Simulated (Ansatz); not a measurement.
```
CELL_PARAMETERS angstrom
5.58810 0.00000 0.00000
0.00000 5.58810 0.00000
0.00000 0.00000 5.58810
ATOMIC_POSITIONS crystal
Rb 0.00000 0.00000 0.00000
Rb 0.50000 0.50000 0.00000
Rb 0.50000 0.00000 0.50000
Rb 0.00000 0.50000 0.50000
Br 0.50000 0.00000 0.00000
Br 0.00000 0.50000 0.00000
Br 0.00000 0.00000 0.50000
Br 0.50000 0.50000 0.50000
```

Space group Fm-3m; computed pressure about 40 GPa in this cell.

All numbers below come from DFT PBEsol, scalar-relativistic, plane waves, PAW (Ansatz).

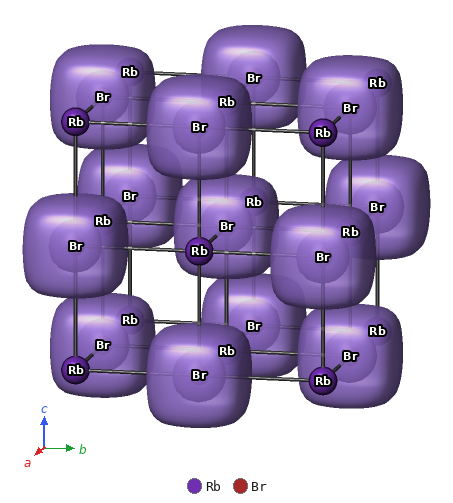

RbBr. Isosurface of the electron localisation function at 0.65 (purple), seen slightly off an axis. Only the valence region is drawn (cores and ρ < 0.01 e/Å³ removed). Sticks mark near contacts.

> Where are the electrons localised?

The surface consists of four regions wrapped around Br (the valence shell of each), counted in one cell of 8 atoms. Any copies at cell faces, edges or corners count once. Profiles from the grid: Rb–Br (2.79 Å): the ELF is about 0.15 at the midpoint: a closed-shell, largely ionic contact.

> Does the calculation give a band gap?

It is gapped, with a Kohn–Sham gap of 3.5 eV on the k-point mesh (the band edges may lie off the mesh, which would make the gap smaller).
